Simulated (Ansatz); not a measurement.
Geometry relaxation, with input and output: SrTiO₃

System: SrTiO₃ (10 atoms in the cell).
Method: DFT PBE, scalar-relativistic, plane waves, PAW, no spin polarisation (Ansatz 0.2.0).

The structure derives from an entry of the Crystallography Open Database. Figures and captions count atoms from 1; the log counts them from 0 in places.

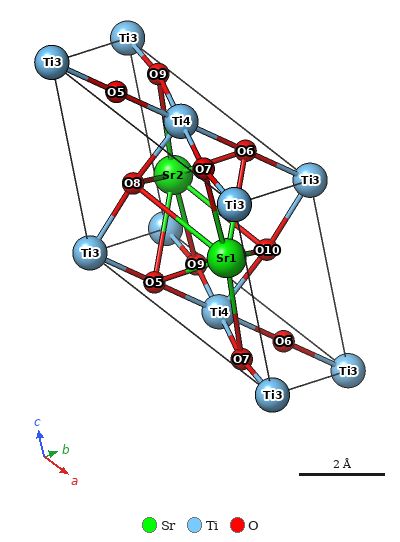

Fig. 1: The input geometry (ball-and-stick view of the cell of the calculation, seen slightly off an axis; atoms are numbered from 1 in the order of the input).

### Results in brief

```tsv
quantity	value
outcome	converged
space group (tolerance 0.01 Å)	I4/mcm (140)
electrons treated	80
free energy	−15508.9839 eV
Fermi energy	9.589 eV
gap on the k-point mesh	1.93 eV
pressure	−0.01 GPa
final volume	121.80 Å³
largest force (length of the vector) at the end	under 0.001 eV/Å
final cell	a = 5.568 Å, b = 5.568 Å, c = 5.568 Å, α = 120.15°, β = 120.15°, γ = 89.74°
hardware	4 threads of Arm Neoverse V2, 240 GiB of memory available, shared host
wall time	15 s (CPU time 60 s)
peak memory	0.64 GiB
```

### Input file
```yaml
crystal:
  lattice:
    - [-2.777716701, 2.777716701, 3.9464445044]
    - [2.777716701, -2.777716701, 3.9464445044]
    - [2.777716701, 2.777716701, -3.9464445044]
  atoms:
    - { symbol: Sr, position: [0.75, 0.25, 0.5] }
    - { symbol: Sr, position: [0.25, 0.75, 0.5] }
    - { symbol: Ti, position: [0.0, 0.0, 0.0] }
    - { symbol: Ti, position: [0.5, 0.5, 0.0] }
    - { symbol: O, position: [0.25, 0.25, 0.0] }
    - { symbol: O, position: [0.75, 0.75, 0.0] }
    - { symbol: O, position: [0.7281975582, 0.2281975582, 0.9563951163] }
    - { symbol: O, position: [0.2281975582, 0.2718024418, 0.5] }
    - { symbol: O, position: [0.2718024418, 0.7718024418, 0.0436048837] }
    - { symbol: O, position: [0.7718024418, 0.7281975582, 0.5] }
basis:
  ecutwfc: 420
kpoints:
  mp_grid: { grid: [8, 8, 8] }
hamiltonian:
  xc: pbe
scf:
  occupations: { method: fixed }
output:
  forces: true
  stress: true
  eigenvalues: true
relax:
  adjacent_minimum: "off"
  f_tol: 0.001
  max_steps: 60
  cell: { stress_tol: 0.01 }
```

Command:
```bash
ansatz run input.yaml --threads 4 --pin off --max-ram 10240MiB --backend cpu --events-out ev --progress --plain --runs-dir out
```

### What the program printed
```
Engine: ansatz 0.2.0, aarch64-unknown-linux-gnu
Pseudopotentials: kind: paw
Pseudopotential: Sr, paw, valence charge 10, recommended cutoff 420 eV (normal), Sr.paw.azcp
Pseudopotential: Ti, paw, valence charge 12, recommended cutoff 420 eV (normal), Ti.paw.azcp
Pseudopotential: O, paw, valence charge 6, recommended cutoff 420 eV (normal), O.paw.azcp
Functional definition: PBE
  parameter kappa = 0.804
  parameter beta = 0.06672455060314922
  exchange = pbe_x(kappa = kappa, mu = beta*pi^2/3)
  correlation = pbe_c(beta = beta)
Crystal: 10 atoms, lattice volume = 121.798 Å³
Basis set: ecut = 420 eV, 2421 PW (Γ), exchange–correlation on 80×80×80 points (8 copies of the dense FFT grid, shifted against one another)
Bands: 50, of which v1, the nominal top of the filled ones, is band 40 counted from 1 (39 counted from 0)
Symmetry: 16 space group operations
Space group: I4/mcm (ITA 140), of the structure as read, at distance tolerance 5.0e-5 Å
k-points: 59 of 512
Non-local potential: Sr, projectors of the file, l = 0: 3, l = 1: 2, l = 2: 2
Non-local potential: Ti, projectors of the file, l = 0: 3, l = 1: 2, l = 2: 3, l = 3: 1
Non-local potential: O, projectors of the file, l = 0: 2, l = 1: 2, l = 2: 1
PAW form: soft (Blöchl's): semilocal exchange-correlation on the pseudo side does not see the compensation charge
PAW one-centre angular grid: Sr, 110 points (default); XC on 64 Gauss nodes
PAW one-centre angular grid: Ti, 590 points (default); XC on 64 Gauss nodes
PAW one-centre angular grid: O, 110 points (default); XC on 64 Gauss nodes
Initial density: superposition of atomic densities (neutral atoms: chi_scale 0, normalization atom), corrected by the library's trained network
Initial wavefunctions: pseudopotential atomic-orbital guess
Functional: x = pbe(κ = 0.804, μ = 0.2195149727645171), c = pbe(β = 0.06672455060314922)
SCF iter   1: F=—  HF=-15508.982857 eV  |F-HF|=—  |Δ(HF+E_count)|=         —  Δρ=1.86e-3  dr2=2.80e-3  ethr=1.77e-3  ⟨swp⟩=5.0  Hψ=11619  notcnv=0  defer=406
preconditioner: auto → Resta (q_TF=auto, 2.544 Å⁻¹)  ε∞=5.7  [insulator: Δε(μ)=1.907 eV  Ē_g=11.975 eV  n_scr=26 (ndim 8)  ℏωp=26.1 eV  f_vac=0.000  ε∞_Penn≈5.7]
SCF iter   2: F=—  HF=-15508.983787 eV  |F-HF|=—  |Δ(HF+E_count)|=   9.29e-4  Δρ=1.26e-3  dr2=1.33e-3  ethr=3.50e-6  ⟨swp⟩=3.1  Hψ=6657  notcnv=0  defer=466
SCF iter   3: F=—  HF=-15508.983704 eV  |F-HF|=—  |Δ(HF+E_count)|=   8.23e-5  Δρ=5.83e-4  dr2=7.90e-5  ethr=1.66e-6  ⟨swp⟩=2.0  Hψ=3976  notcnv=0  defer=467
SCF iter   4: F=—  HF=-15508.983884 eV  |F-HF|=—  |Δ(HF+E_count)|=   1.80e-4  Δρ=9.19e-5  dr2=7.81e-6  ethr=9.87e-8  ⟨swp⟩=2.0  Hψ=4597  notcnv=0  defer=411
SCF iter   5: F=—  HF=-15508.983887 eV  |F-HF|=—  |Δ(HF+E_count)|=   3.20e-6  Δρ=2.33e-5  dr2=5.84e-7  ethr=9.77e-9  ⟨swp⟩=2.5  Hψ=4396  notcnv=0  defer=412
SCF iter   6: F=—  HF=-15508.983888 eV  |F-HF|=—  |Δ(HF+E_count)|=   3.15e-7  Δρ=1.15e-5  dr2=1.34e-7  ethr=1.25e-10  ⟨swp⟩=15.1  Hψ=17569  notcnv=0
SCF iter   7: F=-15508.983888 eV  HF=-15508.983888 eV  |F-HF|=3.57e-8  |Δ(HF+E_count)|=   1.13e-8  Δρ=5.81e-6  dr2=4.56e-8  ethr=1.25e-10  ⟨swp⟩=5.0  Hψ=9184  notcnv=0
SCF 1 converged in 7 iterations: F = -15508.983888 eV  dr2 = 4.56e-8
  greatest PAW one-centre occupation: 0.999 electrons in one spin orbital (limit 2), on the Ti atom at site 3 (counted from 0), in its partial waves of l = 0
relax step   1: F+E_penalty+E_count = -15508.98388776 eV  Δ(F+E_penalty+E_count) = +0.000e0 eV  max|allowed force component| = 3.148e-4 eV/Å  Δτ_max = 0.0000 Å  P = -0.008 GPa  Ω = 121.798 Å³  (7 SCF iters, dr2 threshold 1.00e-7 eV, accepted)
Initial density: handed on by an earlier stage of this run
Initial wavefunctions: pseudopotential atomic-orbital guess (no wavefunctions were taken with the density)
iter 1 solved again at ethr=4.69e-7 eV; its pass at ethr=3.10e-3 eV (dr2=3.75e-4 eV) is discarded
SCF iter   1: F=—  HF=-15508.983906 eV  |F-HF|=—  |Δ(HF+E_count)|=         —  Δρ=5.62e-6  dr2=5.10e-8  ethr=4.69e-7  ⟨swp⟩=3.9  Hψ=18453  notcnv=0  defer=467
eigensolver tolerance schedule: the retry pair's looser diagonalisation over-reported the residual by 7342.27 of it (diagonalisation noise at an unbounded share of the residual, at the tolerance the schedule requests for it); recorded, not acted on — ethr = c·dr2/N_el stays at c = 1.0e-1
preconditioner: auto → Resta (q_TF=auto, 2.544 Å⁻¹)  ε∞=5.7  [insulator: Δε(μ)=1.925 eV  Ē_g=11.992 eV  n_scr=26 (ndim 8)  ℏωp=26.1 eV  f_vac=0.000  ε∞_Penn≈5.7]
SCF iter   2: F=—  HF=-15508.983888 eV  |F-HF|=—  |Δ(HF+E_count)|=   1.87e-5  Δρ=3.95e-6  dr2=1.57e-8  ethr=6.38e-11  ⟨swp⟩=4.0  Hψ=7495  notcnv=0  defer=428
SCF iter   3: F=—  HF=-15508.983888 eV  |F-HF|=—  |Δ(HF+E_count)|=   2.14e-9  Δρ=1.15e-6  dr2=1.11e-9  ethr=1.96e-11  ⟨swp⟩=2.0  Hψ=4306  notcnv=0  defer=428
SCF iter   4: F=—  HF=-15508.983888 eV  |F-HF|=—  |Δ(HF+E_count)|=  5.28e-10  Δρ=6.88e-7  dr2=5.00e-10  ethr=1.39e-12  ⟨swp⟩=2.0  Hψ=4694  notcnv=0  defer=428
SCF iter   5: F=—  HF=-15508.983888 eV  |F-HF|=—  |Δ(HF+E_count)|=  6.31e-10  Δρ=3.50e-7  dr2=1.33e-10  ethr=1.00e-12  ⟨swp⟩=2.0  Hψ=4484  notcnv=0  defer=428
SCF iter   6: F=—  HF=-15508.983888 eV  |F-HF|=—  |Δ(HF+E_count)|=  4.91e-11  Δρ=1.88e-7  dr2=3.88e-11  ethr=1.00e-12  ⟨swp⟩=1.5  Hψ=3116  notcnv=0  defer=428
SCF iter   7: F=—  HF=-15508.983888 eV  |F-HF|=—  |Δ(HF+E_count)|=    0.00e0  Δρ=7.07e-8  dr2=6.54e-12  ethr=1.00e-12  ⟨swp⟩=1.0  Hψ=2798  notcnv=0  defer=428
SCF iter   8: F=-15508.983888 eV  HF=-15508.983888 eV  |F-HF|=3.64e-12  |Δ(HF+E_count)|=    0.00e0  Δρ=1.90e-8  dr2=5.16e-13  ethr=1.00e-12  ⟨swp⟩=16.0  Hψ=18261  notcnv=0
SCF 2 converged in 8 iterations: F = -15508.983888 eV  dr2 = 5.16e-13
relax step   2: F+E_penalty+E_count = -15508.98388780 eV  Δ(F+E_penalty+E_count) = -3.178e-8 eV  max|allowed force component| = 3.186e-4 eV/Å  Δτ_max = 0.0000 Å  P = -0.008 GPa  Ω = 121.798 Å³  stress off target by 9.55e-3 GPa  SCF on the basis re-selected at this cell (its energy is not comparable with the rows above)  (8 SCF iters)
```

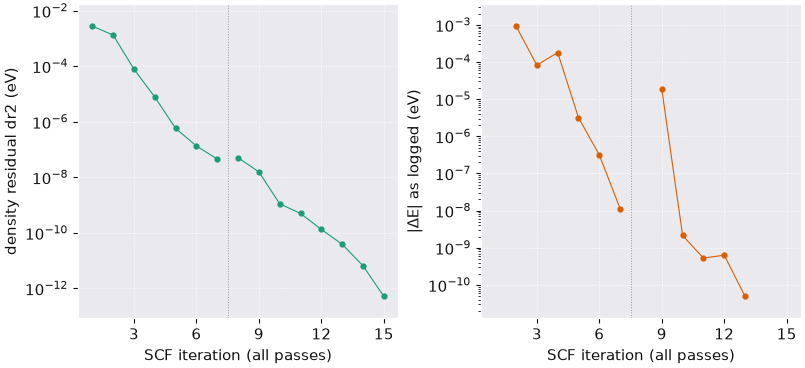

Fig. 2: Convergence of the self-consistent field: density residual dr2 and size of the energy change against the SCF iteration. The dotted lines part the SCF passes of the relaxation: geometry steps, rejected trials and re-solves on a re-selected basis. The passes take 7 and 8 iterations.

```
basis re-selected at this cell: Δ(F+E_penalty+E_count) = -3.178e-8 eV, ΔP = +0.000 GPa vs the last step (what re-selecting the basis moved, of the pressure what is left beyond the Pulay correction that the steps carried, after the strain that the cell walked since its last selection, with what the two solves' SCF thresholds leave and, on support functions, any second-order correction that the steps lacked; it is no measure of the basis error at this ecutwfc). This SCF's stress stands 9.55e-3 GPa from its target on what of the cell is left free (relax.cell.stress_tol is 1.00e-2 GPa) and its largest allowed force component is 3.19e-4 eV/Å (relax.f_tol is 1.00e-3 eV/Å): within both
SCF converged after 8 iterations
Free energy (F): -15508.983888 eV
Harris-Foulkes:  -15508.983888 eV  (|F-HF|=3.64e-12)
Internal energy: -15508.983888 eV  (E = F + TS)
E sigma→0 (E₀):  -15508.983888 eV
Fermi energy:    9.588645 eV
--- Per-component energies (eV) ---
  E_band       = -435.473770
  E_kinetic    = 2091.613271
  E_local      = -4810.842616  (includes V_loc(G=0)·N_el)
  E_nonlocal   = 695.797024
  E_hartree    = 1679.386387
  E_xc         = -991.963823
  E_vxc        = -1143.158431  (∫ρ·V_xc dr)
  E_paw        = -8426.720580  (= ΣΔE_a)
  E_vpaw       = -627.670901  (= ΣTr[D̂ρ^β])
  E_aug_tail   = 0.015071  (compensation charges beyond the density's cutoff)
  E_ewald      = -5746.268622
  E_smearing   = -0.000000  (= −TS)
  E_closure    = -0.000000  (closes the sum)
  Σ components = -15508.983888   (vs F -15508.983888, Δ=0.00e0)
--- Forces (eV/Å), atoms counted from 1 ---
  atom   1  Sr    -0.00000000     0.00000000     0.00000000
  atom   2  Sr     0.00000000     0.00000000     0.00000000
  atom   3  Ti    -0.00000000    -0.00000000    -0.00000000
  atom   4  Ti    -0.00000000     0.00000000     0.00000000
  atom   5  O      0.00000000     0.00000000     0.00000000
  atom   6  O      0.00000000     0.00000000     0.00000000
  atom   7  O      0.00031864     0.00031864     0.00000000
  atom   8  O     -0.00031864     0.00031864     0.00000000
  atom   9  O     -0.00031864    -0.00031864     0.00000000
  atom  10  O      0.00031864    -0.00031864     0.00000000
  max |Σ_I F_I| component: 1.95e-18 eV/Å
--- Stress (GPa, compression-positive) ---
       -0.009548      -0.000000       0.000000
       -0.000000      -0.009548       0.000000
       -0.000000       0.000000      -0.004654
  P = ⅓ Tr σ = -0.0079 GPa (-0.079 kbar)
--- Band table (eV; the first three rows and the last of 59) ---
  k-point 0: bands = ["-46.8618", "-46.8584", "-23.1605", "-23.1591", "-23.1591", "-23.1052", "-23.1017", "-23.1017", "-23.0353", "-22.9794", "-7.6636", "-6.8187", "-6.7151", "-6.4235", "-6.4235", "-6.4020", "-5.2877", "-5.2877", "-5.1386", "-5.0290", "-4.9979", "-4.9979", "5.1089", "5.5922", "5.6062", "6.0261", "6.0432", "6.0432", "6.8720", "6.8869", "6.8869", "8.4940", "8.5315", "8.5315", "9.2831", "9.2869", "9.2869", "9.4787", "9.5849", "9.5849", "11.5140", "11.5140", "11.5269", "13.5963", "13.8123", "13.9434", "13.9434", "14.1648", "15.0881", "15.3584"]
  k-point 1: bands = ["-46.8616", "-46.8585", "-23.1610", "-23.1597", "-23.1500", "-23.1276", "-23.1049", "-23.1013", "-23.0153", "-22.9819", "-7.6687", "-6.8240", "-6.7136", "-6.5217", "-6.4955", "-6.4919", "-5.2395", "-5.1695", "-5.0375", "-5.0226", "-4.9942", "-4.9068", "5.1902", "5.5993", "5.8128", "5.9147", "6.1089", "6.1237", "6.6848", "6.8636", "6.8816", "8.3017", "8.3463", "8.3815", "8.8294", "9.1876", "9.1882", "9.3664", "9.4154", "9.5886", "11.5302", "11.8329", "11.8523", "13.6415", "13.8198", "13.9165", "13.9173", "14.3237", "15.3371", "15.6181"]
  k-point 2: bands = ["-46.8612", "-46.8590", "-23.1711", "-23.1621", "-23.1601", "-23.1280", "-23.1039", "-23.1004", "-22.9879", "-22.9870", "-7.7262", "-6.8239", "-6.7495", "-6.6852", "-6.6714", "-6.5828", "-5.1201", "-5.0070", "-4.9837", "-4.9335", "-4.8266", "-4.7129", "5.2287", "5.5912", "5.6063", "6.1468", "6.3554", "6.3864", "6.5361", "6.8479", "6.8851", "7.8907", "7.9374", "8.0085", "8.0810", "8.9697", "8.9965", "9.0462", "9.0477", "9.5748", "11.5727", "12.4861", "12.5069", "13.4830", "13.5752", "13.8524", "13.8969", "15.0502", "15.9765", "16.1934"]
  k-point 58: bands = ["-46.8607", "-46.8594", "-23.2180", "-23.1622", "-23.1622", "-23.1000", "-23.0991", "-23.0991", "-22.9962", "-22.9611", "-7.8923", "-7.0383", "-6.8504", "-6.8504", "-6.6788", "-6.4345", "-4.9962", "-4.9962", "-4.9317", "-4.6565", "-4.6565", "-4.4359", "5.1666", "5.2479", "5.4295", "5.5809", "6.8728", "6.8728", "6.8895", "6.8895", "7.2429", "7.4000", "7.4000", "7.7957", "7.9107", "8.1472", "8.1472", "8.9632", "8.9632", "9.5216", "11.6670", "13.2074", "13.2074", "13.3925", "13.3925", "13.5118", "14.0571", "14.7103", "15.9279", "16.8289"]
--- Relaxed structure (1 steps of the walk, 1 accepted, 1 SCFs on fresh bases) ---
  F+E_penalty+E_count = -15508.98388780 eV   max|allowed force component| = 3.186e-4 eV/Å   (the final SCF, on the basis selected at the relaxed cell)
  cell:  # Å, volume = 121.7985 Å³
    - [-2.777716701, 2.777716701, 3.9464445044]
    - [2.777716701, -2.777716701, 3.9464445044]
    - [2.777716701, 2.777716701, -3.9464445044]
  atoms:
    - { symbol: Sr, position: [0.75, 0.24999999999999997, 0.49999999999999994] }
    - { symbol: Sr, position: [0.24999999999999997, 0.75, 0.49999999999999994] }
    - { symbol: Ti, position: [0.0, 0.0, 0.0] }
    - { symbol: Ti, position: [0.5, 0.5, 0.0] }
    - { symbol: O, position: [0.25, 0.25, 0.0] }
    - { symbol: O, position: [0.75, 0.75, 0.0] }
    - { symbol: O, position: [0.728197558175, 0.22819755817499998, 0.95639511635] }
    - { symbol: O, position: [0.22819755817499998, 0.2718024418250001, 0.5] }
    - { symbol: O, position: [0.271802441825, 0.771802441825, 0.04360488364999998] }
    - { symbol: O, position: [0.7718024418249999, 0.728197558175, 0.49999999999999994] }
```

### Trajectory as extended XYZ (Å, eV, eV/Å), 2 frames, from step=1 to step=2
```
10
Lattice="-2.7777 2.7777 3.9464 2.7777 -2.7777 3.9464 2.7777 2.7777 -3.9464" Properties=species:S:1:pos:R:3:forces:R:3 step=1 energy=-15508.98389 pressure_GPa=-0.01
Sr    0.0000    2.7777    1.9732    0.0000   0.0000   0.0000
Sr    2.7777    0.0000    1.9732    0.0000   0.0000   0.0000
Ti    0.0000    0.0000    0.0000    0.0000   0.0000   0.0000
Ti    0.0000    0.0000    3.9464    0.0000   0.0000   0.0000
O     0.0000    0.0000    1.9732    0.0000   0.0000   0.0000
O     0.0000    0.0000    5.9197    0.0000   0.0000   0.0000
O     1.2677    4.0455    0.0000    0.0003   0.0003   0.0000
O     1.5100    1.2677    0.0000   -0.0003   0.0003   0.0000
O     1.5100   -1.2677    3.9464   -0.0003  -0.0003   0.0000
O     1.2677    1.5100    3.9464    0.0003  -0.0003   0.0000
10
Lattice="-2.7777 2.7777 3.9464 2.7777 -2.7777 3.9464 2.7777 2.7777 -3.9464" Properties=species:S:1:pos:R:3:forces:R:3 step=2 energy=-15508.98389 pressure_GPa=-0.01
Sr    0.0000    2.7777    1.9732    0.0000   0.0000   0.0000
Sr    2.7777    0.0000    1.9732    0.0000   0.0000   0.0000
Ti    0.0000    0.0000    0.0000    0.0000   0.0000   0.0000
Ti    0.0000    0.0000    3.9464    0.0000   0.0000   0.0000
O     0.0000    0.0000    1.9732    0.0000   0.0000   0.0000
O     0.0000    0.0000    5.9197    0.0000   0.0000   0.0000
O     1.2677    4.0455    0.0000    0.0003   0.0003   0.0000
O     1.5100    1.2677    0.0000   -0.0003   0.0003   0.0000
O     1.5100   -1.2677    3.9464   -0.0003  -0.0003   0.0000
O     1.2677    1.5100    3.9464    0.0003  -0.0003   0.0000
```

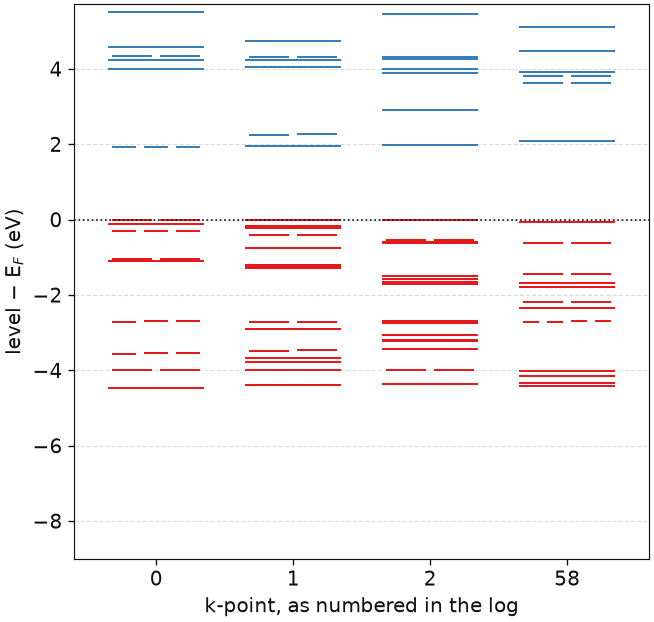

Fig. 3: Kohn–Sham levels near the Fermi level (dotted) at the few k-points that the log prints; levels within 0.02 eV of each other stand side by side. Among these points the highest filled and lowest empty levels are 1.93 eV apart, which is the gap on the mesh.
